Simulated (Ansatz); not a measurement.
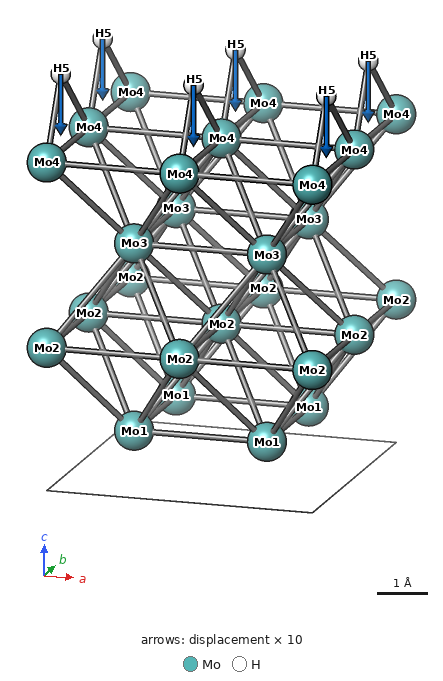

This is a constrained relaxation of a slab of composition Mo4H (cut from the Fm-3m phase). The starting structure is drawn; blue arrows show the displacements, 10 times their true length.

Style: ball-and-stick. Shown: the 2 × 2 repeat of the cell, outlined in the plane, without the vacuum, slightly off an axis.

Case: H over the place (0/3, 1/3) of the surface cell, its height relaxed. The slab is the (1 0 0) face of Mo with H on it. 4 atoms are held fixed.

The calculation used DFT PBEsol, scalar-relativistic, plane waves, PAW (Ansatz). Settings: plane-wave cutoff 420 eV; k-point mesh 10 × 10 × 1; occupations gaussian; smearing width 0.1 eV; no spin polarisation; dipole correction; atoms relaxed in a fixed cell; force threshold 0.02 eV/Å; at most 25 steps.

Q: Which element moves most?

A: Hydrogen: up to 0.13 Å, against 0.00 Å for molybdenum.

Q: What happened in the run?

A: Over 3 geometry steps the energy falls by 62.7 meV per cell of the calculation. The largest force component goes from 0.9 to 0.001 eV/Å. H5 moves most: 0.13 Å along the normal (−c). Mo stays in place. The cell stays as it was. Among the contacts that change: Mo4–H5 1.852 → 1.741 Å, Mo4–H5 (another image) 2.459 → 2.376 Å. The run took roughly 80 core-seconds on a shared host.

Limits of the set-up: the periodic images lie only 2.8 Å apart, so the values are limited by the cell's size.
